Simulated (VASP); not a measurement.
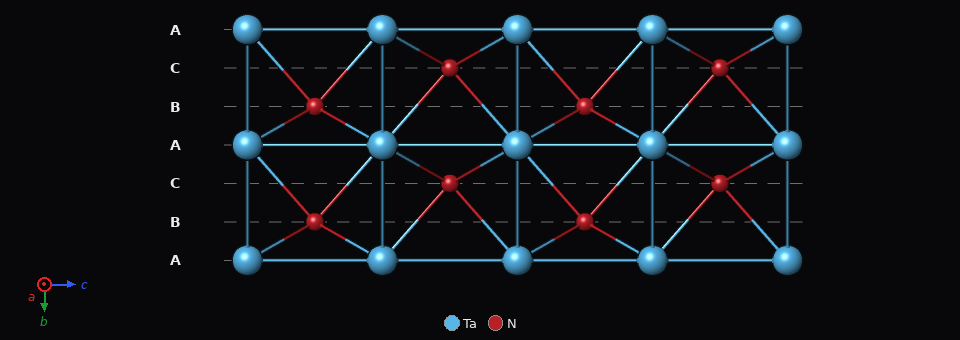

Projection along an edge of the hexagonal mesh, stacking direction c to the right. The dashed lines mark the three columns A (0, 0), B (1/3, 2/3) and C (2/3, 1/3). The sequence starts with the first layer at or above the cell's origin.

System TaN (space group P6_3/mmc, No. 194); source of the atomic positions: the end point of a relaxation with VASP Kohn-Sham DFT of a periodic cell, PBE, VASP PAW PBE potentials, minimal (VASP).

Question: Give the sequence of layers in one repeat, with element and column.

Answer: Ta(A) – N(B) – Ta(A) – N(C) (four layers in 5.91 Å).

Question: How are the N layers alone stacked?

Answer: N layers alone: BC, the hexagonal close-packed type.

Question: Which positions between or in the N layers do the other atoms fill?

Answer: Ta: two octahedral sites (per hexagonal cell).
